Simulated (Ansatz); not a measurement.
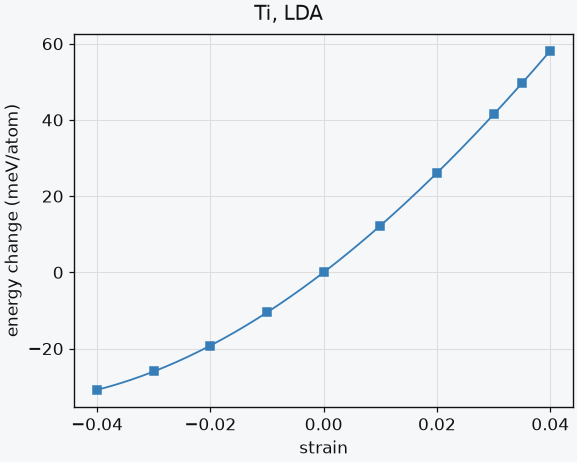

The picture above shows the energy change against strain for Ti, space group P6_3/mmc (No. 194).

Structure:
```
CELL_PARAMETERS angstrom
2.95000 0.00000 0.00000
-1.47500 2.55477 0.00000
0.00000 0.00000 4.68600
ATOMIC_POSITIONS crystal
Ti 0.33333 0.66667 0.25000
Ti 0.66667 0.33333 0.75000
```

How it was computed, with Ansatz 0.2.0: homogeneous strain of a crystal along one Voigt pattern with engineering shear, fractional coordinates fixed, by plane-wave density functional theory with PAW datasets, free energies less that of the undisturbed cell, pressure positive in compression; scalar-relativistic. Level: LDA, no spin polarisation.

wave cutoff 420 eV; k mesh 18×18×10; occupations Gaussian; smearing width 0.15 eV; k shift (0, 0, 0) (mesh steps); start as given; strain pattern (0, 0, 1, 0, 0, 0) (xx yy zz yz xz xy with engineering shear).

From this curve and the settings, what does the calculation give for the tensile stress summed over the strain pattern and pressure at the same points?

The tensile stress summed over the strain pattern rises from 3.4 GPa at strain −0.040 to 15.8 GPa at 0.040. The pressure falls from −5.810 GPa at strain −0.040 to −13.164 GPa at 0.040.

| strain | tensile stress summed over the strain pattern (GPa) | pressure (GPa) |
| --- | --- | --- |
| −0.040 | 3.4 | −5.810 |
| −0.030 | 5.3 | −6.922 |
| −0.020 | 7.0 | −7.975 |
| −0.010 | 8.7 | −8.973 |
| 0.000 | 10.3 | −9.917 |
| 0.010 | 11.8 | −10.806 |
| 0.020 | 13.3 | −11.641 |
| 0.030 | 14.6 | −12.425 |
| 0.035 | 15.2 | −12.800 |
| 0.040 | 15.8 | −13.164 |

Keep in mind: reference crystal is not relaxed.
